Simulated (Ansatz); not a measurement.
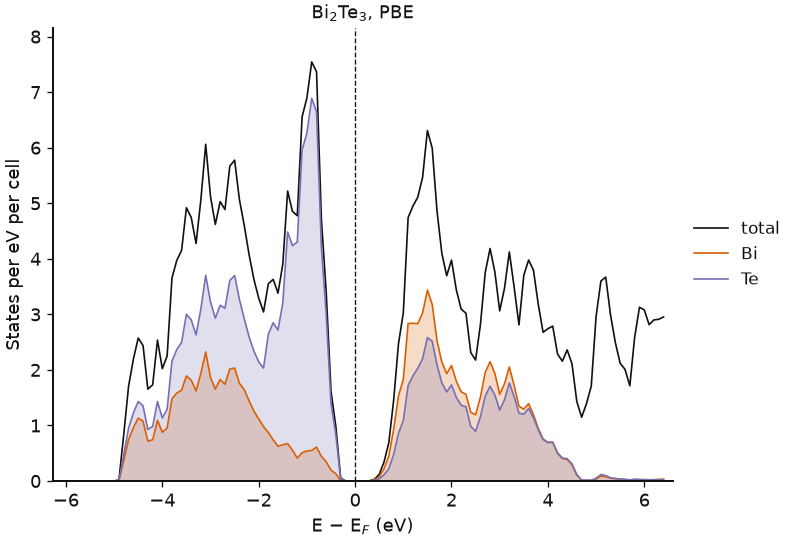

Density of states. Energies are counted from the Fermi level. The partial curves are projected on Löwdin-orthogonalised atomic shells; they sum to less than the total at higher energies, where shells without a projector contribute.

System: Bi2Te3, space group R-3m, 5 atoms in the cell.

```xyz
5
Lattice="2.2233 1.2836 10.7229 -2.2233 1.2836 10.7229 0.0000 -2.5672 10.7229" Properties=species:S:1:pos:R:3 pbc="T T T"
Bi    0.0000    0.0000   12.7776
Bi    0.0000    0.0000   19.3910
Te    0.0000    0.0000    0.0000
Te    0.0000    0.0000    6.9495
Te    0.0000    0.0000   25.2192
```

Method: DFT PBE, scalar-relativistic, plane waves, PAW, no spin polarisation, 12×12×12 k mesh, 420 eV cutoff (Ansatz).

Q: Is there a gap at the Fermi level, and how wide?

A: There is a gap; over the k points computed it is 0.55 eV.

Q: How wide is the upper valence band?

A: The upper group of valence states starts about 4.5 eV under the valence-band top (which lies at −0.3 eV on this axis), with a gap beneath it; it holds about 18 electrons a cell.

Spin-orbit coupling is left out, which matters for Bi and Te.
